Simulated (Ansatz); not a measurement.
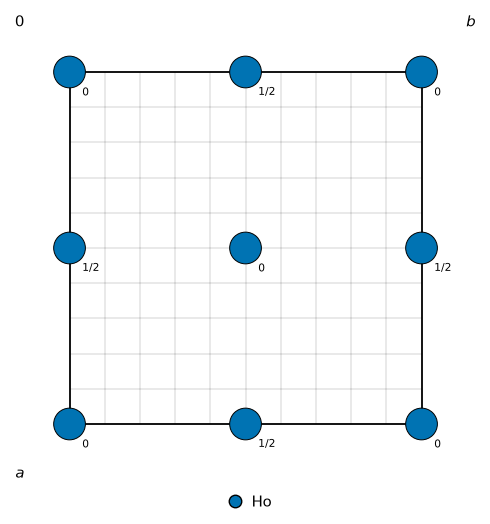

Plan of a unit cell projected along c (a down the page, b across); the numbers are heights as fractions of c, and atoms on the cell's edges are repeated. The grid marks tenths of a and b. Source: the input geometry of an electronic-structure calculation (not necessarily at equilibrium); the starting structure was generated, so it need not be a known form of this composition. All values are computed from the atomic coordinates in the standard setting (tolerance 0.002 Å).

a = 4.997 Å, b = 4.997 Å, c = 4.997 Å, α = 90.00°, β = 90.00°, γ = 90.00°.

> What does the cell contain?

4 Ho: Ho, Z = 4.

> Give the fractional coordinates of all atoms, to two places.

```csv
atom,x,y,z
Ho,0.00,0.00,0.00
Ho,0.00,0.50,0.50
Ho,0.50,0.00,0.50
Ho,0.50,0.50,0.00
```
